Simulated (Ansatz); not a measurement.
Single-point calculation of SnO₂ (part 2 of 2)

The same run, continued: SnO₂ (slab, 36 atoms in the cell); DFT PBEsol, scalar-relativistic, plane waves, PAW, no spin polarisation (Ansatz 0.2.0); cutoff 420 eV, 8×4×1 k-mesh, Gaussian smearing of 0.05 eV. The structure derives from an entry of the Crystallography Open Database. It belongs to a series of runs on one base structure; here: repeats removed: -2.

Output, continued:
```
  k-point 0: bands = ["-19.3295", "-19.3295", "-18.7120", "-18.6674", "-18.6307", "-18.6256", "-18.6256", "-18.5948", "-18.5810", "-18.5810", "-18.5428", "-18.5214", "-18.5213", "-18.4979", "-18.4257", "-18.3027", "-18.1576", "-18.0371", "-17.8457", "-17.8456", "-17.7969", "-17.7968", "-17.7681", "-17.7626", "-17.7346", "-17.7277", "-17.7268", "-17.7265", "-17.7154", "-17.7142", "-17.7128", "-17.6901", "-17.6616", "-17.6616", "-17.6292", "-17.6289", "-17.6282", "-17.6167", "-17.5851", "-17.5617",
      "-17.5446", "-17.5446", "-17.5411", "-17.5245", "-17.4971", "-17.4965", "-17.4840", "-17.4835", "-17.4629", "-17.4629", "-17.4096", "-17.4096", "-17.0770", "-17.0769", "-16.9834", "-16.9833", "-16.9628", "-16.9627", "-16.8756", "-16.8755", "-16.4874", "-16.4109", "-16.2224", "-15.9124", "-15.4884", "-15.3928", "-15.3928", "-14.9744", "-14.7779", "-14.7393", "-14.7391", "-14.7337", "-14.7140", "-14.7060", "-14.6994", "-14.6814", "-14.6777", "-14.4470", "-13.8974", "-13.4193",
      "-13.1104", "-12.9782", "-12.6214", "-12.6209", "-5.8011", "-5.5797", "-5.1592", "-4.6139", "-4.0470", "-3.5259", "-3.2208", "-3.0798", "-2.8006", "-2.4003", "-1.9767", "-1.9227", "-1.9226", "-1.7755", "-1.7641", "-1.7407", "-1.7237", "-1.7029", "-1.6325", "-1.6205", "-1.5221", "-1.3858", "-1.3053", "-1.0574", "-0.8724", "-0.8296", "-0.7769", "-0.6764", "-0.6568", "-0.5203", "-0.3999", "-0.2781", "-0.2633", "-0.0932", "0.0372", "0.1821",
      "0.2296", "0.2790", "0.2790", "0.2905", "0.2921", "0.3148", "0.3270", "0.4369", "0.5612", "0.5754", "0.7396", "0.7456", "0.9040", "0.9119", "0.9628", "0.9928", "1.0035", "1.0236", "1.0329", "1.0366", "1.0653", "1.3735", "1.3843", "1.4299", "1.4751", "1.5023", "1.5171", "1.7110", "1.8694", "1.9598", "1.9969", "2.1917", "2.4528", "2.4530", "2.8023", "2.8036", "3.2290", "3.3602", "3.9471", "4.8176",
      "5.7058", "6.4527", "6.8822", "6.9714", "7.1646", "7.4136", "7.6973", "7.9461", "8.2172", "8.2538", "8.2913", "8.4557", "8.5938", "8.6867", "8.7982", "8.9558", "8.9662", "9.2506", "9.2800", "9.4749", "9.5046", "9.5642", "9.9076", "10.3364", "10.9624", "11.7752", "12.0814", "12.0931", "12.4209", "12.5393", "12.6199", "12.6671"]
  k-point 1: bands = ["-19.3107", "-19.3107", "-18.6741", "-18.6492", "-18.6252", "-18.6251", "-18.6180", "-18.5810", "-18.5809", "-18.5608", "-18.5214", "-18.5213", "-18.4871", "-18.4606", "-18.4215", "-18.3334", "-18.1969", "-18.0873", "-17.8565", "-17.8565", "-17.7969", "-17.7968", "-17.7894", "-17.7876", "-17.7381", "-17.7305", "-17.7233", "-17.7224", "-17.7220", "-17.7152", "-17.7144", "-17.7082", "-17.6520", "-17.6520", "-17.6358", "-17.6309", "-17.6272", "-17.6268", "-17.5792", "-17.5569",
      "-17.5546", "-17.5546", "-17.5475", "-17.5301", "-17.4970", "-17.4966", "-17.4885", "-17.4881", "-17.4644", "-17.4644", "-17.4096", "-17.4096", "-17.0713", "-17.0712", "-16.9834", "-16.9833", "-16.9631", "-16.9630", "-16.8765", "-16.8764", "-16.4065", "-16.3527", "-16.1776", "-15.8931", "-15.6427", "-15.6035", "-15.4629", "-15.4420", "-15.3152", "-15.1292", "-14.9545", "-14.8751", "-14.6022", "-14.4876", "-14.3253", "-14.1626", "-14.0354", "-13.9817", "-13.9172", "-13.4774",
      "-13.1850", "-13.0515", "-12.5886", "-12.5883", "-5.6028", "-5.4106", "-5.0327", "-4.5391", "-4.0330", "-3.9331", "-3.7137", "-3.5431", "-3.3306", "-2.9990", "-2.5660", "-2.2860", "-1.7090", "-1.6546", "-1.6488", "-1.6361", "-1.4174", "-1.3933", "-1.3855", "-1.2029", "-1.1711", "-1.1648", "-1.0239", "-0.9523", "-0.8377", "-0.8341", "-0.7154", "-0.6798", "-0.6040", "-0.4805", "-0.4377", "-0.3555", "-0.2292", "-0.1863", "-0.0466", "0.0251",
      "0.0498", "0.1305", "0.2038", "0.2402", "0.3447", "0.4201", "0.5376", "0.5396", "0.5676", "0.5800", "0.6027", "0.7650", "0.7813", "0.8709", "0.9006", "0.9070", "1.0162", "1.0366", "1.0396", "1.0518", "1.0720", "1.0748", "1.4718", "1.4811", "1.5165", "1.5397", "1.5444", "1.6557", "1.8350", "2.0151", "2.1463", "2.1714", "2.4613", "2.4616", "2.6898", "2.6929", "3.6460", "3.6746", "4.4130", "5.1488",
      "5.9394", "6.4860", "6.6407", "6.7290", "7.0139", "7.2194", "7.4862", "7.7334", "8.2514", "8.2538", "8.4390", "8.4752", "8.6958", "8.7493", "8.9040", "8.9412", "9.0869", "9.2038", "9.2956", "9.3545", "9.5215", "9.5337", "10.0631", "10.4439", "11.0735", "11.3538", "11.4806", "11.9422", "12.1837", "12.6613", "12.7961", "12.8057"]
  k-point 2: bands = ["-19.2913", "-19.2912", "-18.6418", "-18.6417", "-18.6247", "-18.6246", "-18.5809", "-18.5809", "-18.5489", "-18.5489", "-18.5214", "-18.5213", "-18.4506", "-18.4506", "-18.3275", "-18.3275", "-18.2373", "-18.2373", "-17.8720", "-17.8719", "-17.8135", "-17.8135", "-17.7968", "-17.7968", "-17.7351", "-17.7351", "-17.7287", "-17.7287", "-17.7184", "-17.7184", "-17.7148", "-17.7148", "-17.6398", "-17.6398", "-17.6396", "-17.6395", "-17.6254", "-17.6254", "-17.5671", "-17.5671",
      "-17.5643", "-17.5643", "-17.5431", "-17.5431", "-17.4968", "-17.4968", "-17.4931", "-17.4931", "-17.4660", "-17.4660", "-17.4096", "-17.4096", "-17.0655", "-17.0654", "-16.9834", "-16.9833", "-16.9635", "-16.9634", "-16.8773", "-16.8772", "-16.2438", "-16.2438", "-16.0213", "-16.0213", "-15.8772", "-15.8772", "-15.6541", "-15.6541", "-15.3325", "-15.3325", "-14.9322", "-14.9322", "-14.5089", "-14.5089", "-14.0701", "-14.0701", "-13.7071", "-13.7071", "-13.4739", "-13.4739",
      "-13.3599", "-13.3599", "-12.5535", "-12.5533", "-5.0765", "-5.0765", "-4.8233", "-4.8233", "-4.4472", "-4.4472", "-3.9334", "-3.9334", "-3.3460", "-3.3460", "-2.8027", "-2.8027", "-1.6695", "-1.6695", "-1.5228", "-1.5228", "-1.2499", "-1.2499", "-1.1571", "-1.1571", "-0.9666", "-0.9666", "-0.8715", "-0.8715", "-0.7174", "-0.7174", "-0.5530", "-0.5530", "-0.4574", "-0.4574", "-0.2700", "-0.2700", "-0.2449", "-0.2448", "-0.1639", "-0.1639",
      "-0.0743", "-0.0743", "0.1489", "0.1489", "0.1866", "0.1867", "0.4329", "0.4329", "0.6024", "0.6025", "0.6317", "0.6317", "0.8319", "0.8319", "0.9028", "0.9028", "1.0456", "1.0456", "1.0781", "1.0781", "1.0962", "1.0962", "1.5122", "1.5122", "1.5951", "1.5951", "1.6773", "1.6773", "1.7688", "1.7688", "2.2694", "2.2697", "2.4698", "2.4700", "2.5833", "2.5835", "3.9799", "3.9800", "5.5138", "5.5138",
      "5.9544", "5.9544", "6.4947", "6.4947", "6.9881", "6.9882", "7.3095", "7.3095", "8.3587", "8.3588", "8.4726", "8.4727", "9.0255", "9.0255", "9.0310", "9.0310", "9.0960", "9.0960", "9.1214", "9.1214", "9.5462", "9.5463", "10.5365", "10.5366", "10.7980", "10.7980", "11.4520", "11.4520", "12.3524", "12.3524", "12.6895", "12.6895"]
  k-point 14: bands = ["-19.4145", "-19.4145", "-18.9269", "-18.9269", "-18.6581", "-18.6581", "-18.6235", "-18.6235", "-18.6120", "-18.6119", "-18.5964", "-18.5964", "-18.5642", "-18.5642", "-18.4934", "-18.4934", "-18.3955", "-18.3954", "-18.0242", "-18.0241", "-17.8586", "-17.8586", "-17.7657", "-17.7657", "-17.7338", "-17.7338", "-17.6740", "-17.6740", "-17.6082", "-17.6082", "-17.6040", "-17.6040", "-17.5989", "-17.5989", "-17.5635", "-17.5635", "-17.5480", "-17.5480", "-17.5378", "-17.5378",
      "-17.5281", "-17.5280", "-17.5132", "-17.5132", "-17.4865", "-17.4865", "-17.4772", "-17.4772", "-17.4482", "-17.4482", "-17.4097", "-17.4097", "-17.3879", "-17.3879", "-16.9754", "-16.9753", "-16.9453", "-16.9452", "-16.7600", "-16.7599", "-15.7624", "-15.7623", "-15.0840", "-15.0840", "-15.0799", "-15.0799", "-15.0575", "-15.0575", "-14.8652", "-14.8652", "-14.1392", "-14.1391", "-13.6101", "-13.6100", "-13.3136", "-13.3135", "-13.1250", "-13.1250", "-13.0454", "-13.0454",
      "-13.0275", "-13.0275", "-11.6467", "-11.6465", "-5.5601", "-5.5601", "-5.1424", "-5.1424", "-4.7853", "-4.7853", "-4.7657", "-4.7657", "-4.6696", "-4.6696", "-4.2688", "-4.2688", "-3.5631", "-3.5630", "-3.1715", "-3.1715", "-3.0555", "-3.0555", "-2.9814", "-2.9814", "-2.8683", "-2.8683", "-2.5280", "-2.5280", "-2.3292", "-2.3292", "-2.0562", "-2.0562", "-1.8407", "-1.8407", "-1.4967", "-1.4967", "-1.2969", "-1.2967", "-0.7302", "-0.7302",
      "0.1181", "0.1181", "0.1751", "0.1751", "0.4987", "0.4987", "0.6103", "0.6103", "0.7359", "0.7359", "0.8834", "0.8834", "0.9789", "0.9790", "1.0297", "1.0297", "1.1042", "1.1042", "1.1959", "1.1959", "1.2019", "1.2019", "1.2214", "1.2214", "1.3089", "1.3089", "1.3195", "1.3196", "1.4320", "1.4320", "1.5248", "1.5248", "2.6602", "2.6605", "2.8205", "2.8208", "5.0793", "5.0794", "7.7956", "7.7956",
      "8.1701", "8.1701", "8.2021", "8.2021", "8.3356", "8.3356", "8.9574", "8.9575", "9.1136", "9.1136", "9.3215", "9.3215", "10.0217", "10.0217", "10.0408", "10.0408", "10.5392", "10.5392", "11.2743", "11.2743", "11.7279", "11.7280", "12.3747", "12.3748", "12.4443", "12.4444", "12.8791", "12.8791", "12.9235", "12.9236", "12.9733", "12.9733"]
```

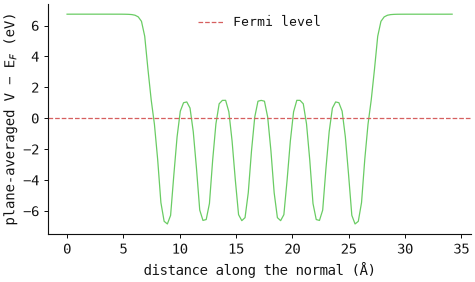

**Figure 1.** Plane average of the electrostatic potential energy of an electron across the cell, from the Fermi level. The vacuum level lies 6.73 eV above the Fermi level.

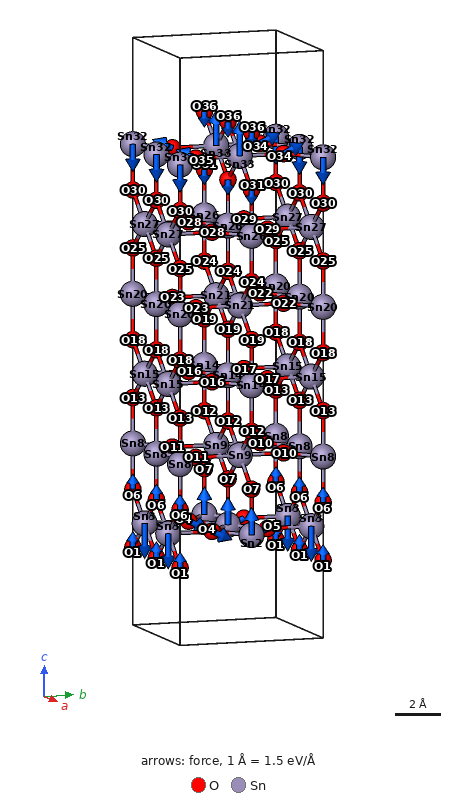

**Figure 2.** Forces on the atoms as blue arrows (ball-and-stick view of the 2 × 1 repeat of the cell, with the vacuum cut short, seen slightly off an axis; atoms are numbered from 1 in the order of the input); the smallest are left out. The largest act on Sn3, Sn33 (2.44 eV/Å); Sn2, Sn32 (1.92 eV/Å); O4, O5, O34, O35 (1.60 eV/Å); O1, O36 (1.10 eV/Å), among others. The geometry is not a stationary point of this energy.

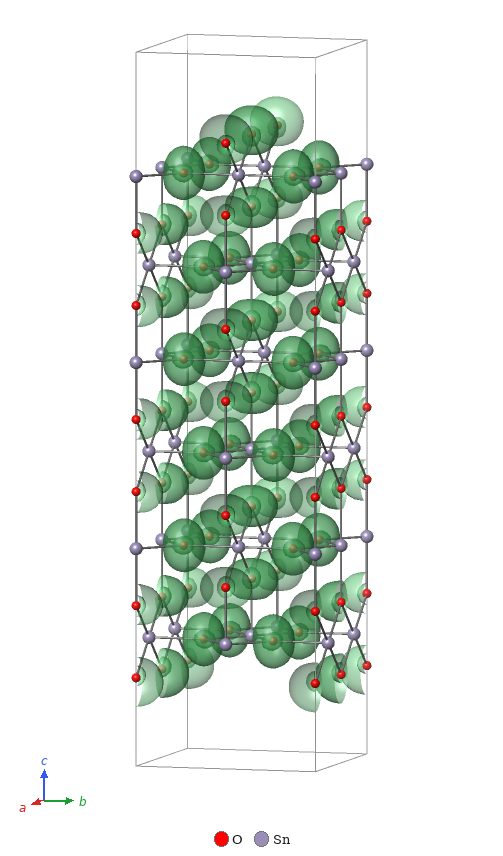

**Figure 3.** Isosurface of the ELF at 0.7 (green), seen slightly off an axis. Core shells and regions of very low density are left out. Sticks mark near contacts. Along the contacts the grid gives the following. Sn–O (2.07 Å): the ELF is about 0.25 at the midpoint. The fields are those of the smooth PAW valence density.

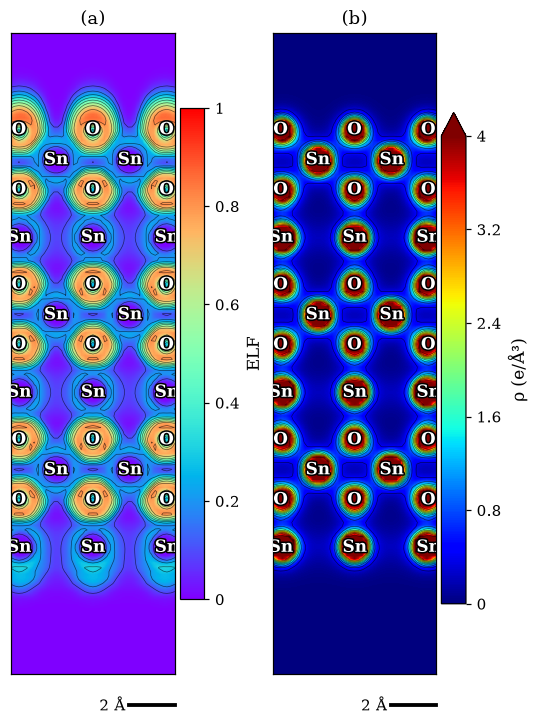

**Figure 4.** (a) ELF; (b) valence pseudo-density on the (010) plane of the calculation cell, a cut from vacuum to vacuum. Atoms in the plane: Sn and O. Sn–O (2.07 Å): ρ is about 0.65 e/Å³ halfway; the ELF is about 0.25 at the midpoint. The density dies away to nearly zero in the vacuum.
